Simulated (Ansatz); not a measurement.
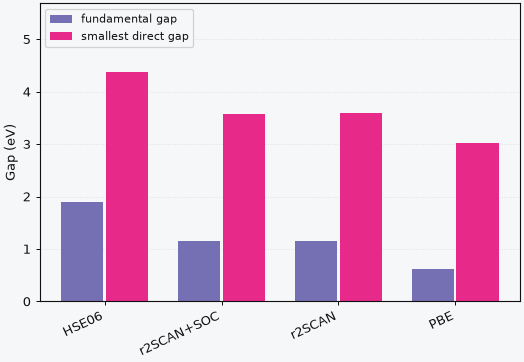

Gaps of GaN, space group I4/mmm, 2 atoms in the cell, rocksalt type, uniaxial (z) strain −2.0%, at several levels of theory on one cell (Ansatz, plane waves and PAW; edges over the mesh and the special points).

How does the gap depend on the level, and does its kind change?

In rising order: PBE 0.62 eV, r2SCAN 1.15 eV, r2SCAN+SOC 1.16 eV and HSE06 1.90 eV. It is indirect at every level.
